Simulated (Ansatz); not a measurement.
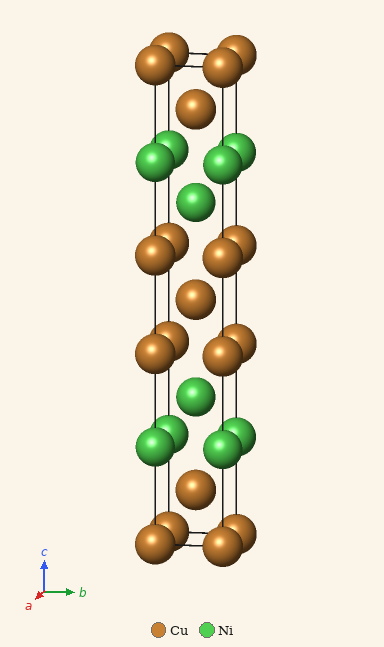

The image is a spheres-only drawing of a crystal, viewed slightly off an axis. The frame is the conventional unit cell; atoms at its boundary are shown with their periodic copies. Cell: a = 2.53 Å, b = 2.53 Å, c = 17.92 Å, α = 90.00°, β = 90.00°, γ = 90.00°.

Starting structure: a structure type filled with these elements by a generator (whether the compound takes this form wasn't checked). Earlier steps of the study, as a rule a relaxation of our own, may have changed the cell and positions, so they can lie some per cent off the listed ones. It was run through Ansatz as a DFT input.

> What can be read from this drawing?

The solid is Cu₃Ni₂. Space group: I4/mmm (No. 139). Lattice: body-centred tetragonal. In the cell are 6 Cu, 4 Ni, which makes 2 formula units. Ni is surrounded by eight Ni and four Cu in a cuboctahedral arrangement (about 2.5 Å to Ni, 2.5 Å to Cu). Cu takes two kinds of site: 4e with eight Cu and four Ni in a cuboctahedral arrangement (about 2.6 Å to Cu, 2.5 Å to Ni); 2a with twelve Cu in a cuboctahedral arrangement at about 2.5 Å.

Run with Ansatz 0.2.0, DFT PBE, scalar-relativistic, plane waves, PAW and these settings: an energy cutoff of 420 eV, k-points about 0.18 Å⁻¹ apart, Gaussian smearing of 0.1 eV, collinear spins.

> Which atoms carry magnetic moments in this run, and how do they order?

The state reached is ferromagnetic. Sizes: Ni 0.5 μB; net moment 0.8 μB in the run's cell of 5 atoms.

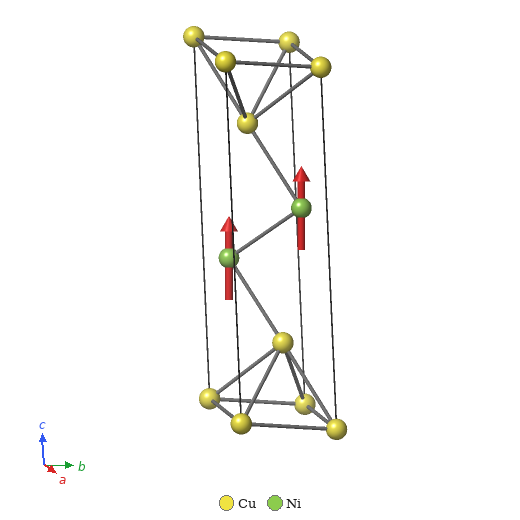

Site moments above 0.25 μB as arrows, small induced ones on non-metal atoms left out (red along the largest or up, blue against, purple across). The run's cell of 5 atoms is drawn in a reduced setting, so axes and origin can differ from the first picture.

> Classify it as metallic or gapped, with the value.

A metal: bands cross the Fermi level.

> Give the Bader charge of each element.

Cu +0.01 e; Ni -0.02 e.

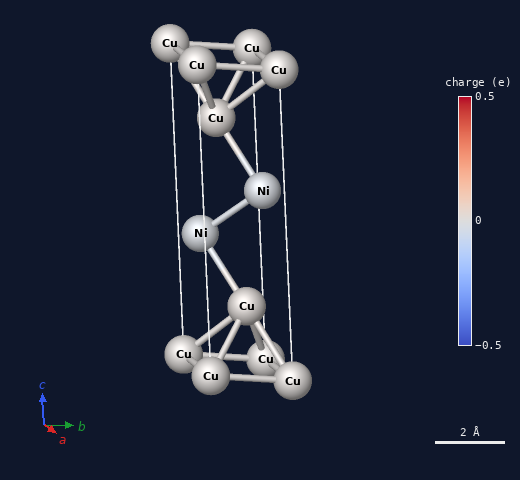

The atoms coloured by those charges. The run's cell of 5 atoms is drawn in a reduced setting, so axes and origin can differ from the first picture.

> Has the structure come to rest?

Yes. All forces vanish to within 0.01 eV/Å. The pressure is 0.0 GPa, close to zero.
